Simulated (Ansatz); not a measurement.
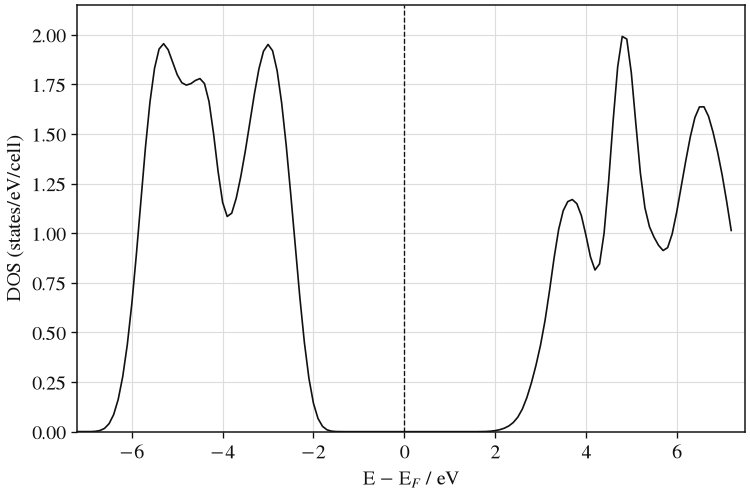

Density of states. Energies are counted from the Fermi level. The DOS curve is built from the levels of the k mesh with Gaussians 0.55 eV wide, which also blur the band edges; ripples of that width can come from the mesh.

System: CsCl-type LiCl, space group Pm-3m (No. 221), 2 atoms in the cell, relaxed with r2SCAN.

Space group Pm-3m (No. 221). a = 3.271 Å, b = 3.271 Å, c = 3.271 Å, α = 90.00°, β = 90.00°, γ = 90.00°
```json
{"atom": "Li", "site": "1a", "symmetry": "m-3m", "x": "0.0000", "y": "0.0000", "z": "0.0000"}
{"atom": "Cl", "site": "1b", "symmetry": "m-3m", "x": "0.5000", "y": "0.5000", "z": "0.5000"}
```

Ansatz 0.2.0; PBE, Ansatz PAW set, no spin polarisation, no spin-orbit coupling, 8×8×8 k mesh, 420 eV cutoff, Fermi-Dirac smearing of 0.02 eV.

**Metal or insulator, going by the density of states?**

There is a gap; over the k points computed it is 4.42 eV (indirect; the smallest direct gap on the k mesh is 5.19 eV).

LDA, GGA and most meta-GGA functionals understate gaps. The usual form of LiCl is rocksalt.
